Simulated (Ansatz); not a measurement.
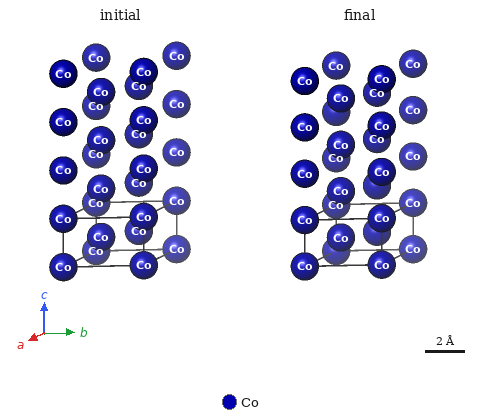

The structure of a crystal of Co (built on the omega_191 type) (coarse preliminary run) before (left) and after (right) a relaxation, at one scale.

Style: spheres-only. Shown: the cell of the calculation, repeated 1 × 1 × 4 with one cell outlined, slightly off an axis.

Case: omega type (P6/mmm, No. 191).

Computed with DFT PBE, scalar-relativistic, plane waves, PAW (Ansatz). Settings: plane-wave cutoff 420 eV; k-point mesh 6 × 6 × 6; occupations gaussian; smearing width 0.1 eV; collinear spin; cell and atoms relaxed; force threshold 0.04 eV/Å; at most 70 steps.

### What changed between the two?

The atoms keep their places relative to the cell (all moves are under 0.005 Å). The drawn cell changes as follows: a = b 4.144 → 3.967 Å (−4.3 %), c 2.541 → 2.436 Å (−4.1 %); the volume changes by −12.1 %. Near-neighbour distances that change, for instance: Co–Co 2.541 → 2.436 Å, Co–Co 2.393 → 2.290 Å. The space group stays P6/mmm (No. 191). The energy falls by 105 meV per atom in 4 accepted moves (5 points after the start). All forces vanish by symmetry, so only the cell relaxes. Pressure: −19.63 GPa at the start and 0.01 GPa at the end. The SCF was repeated once at an unchanged geometry on a basis and grid sized afresh for the cell, which shifted the energy by 1.4 meV per atom at most. The run took about 30 core-seconds on a shared host.

Limits of the set-up: the k-point mesh is coarse for a cell with partly filled bands.
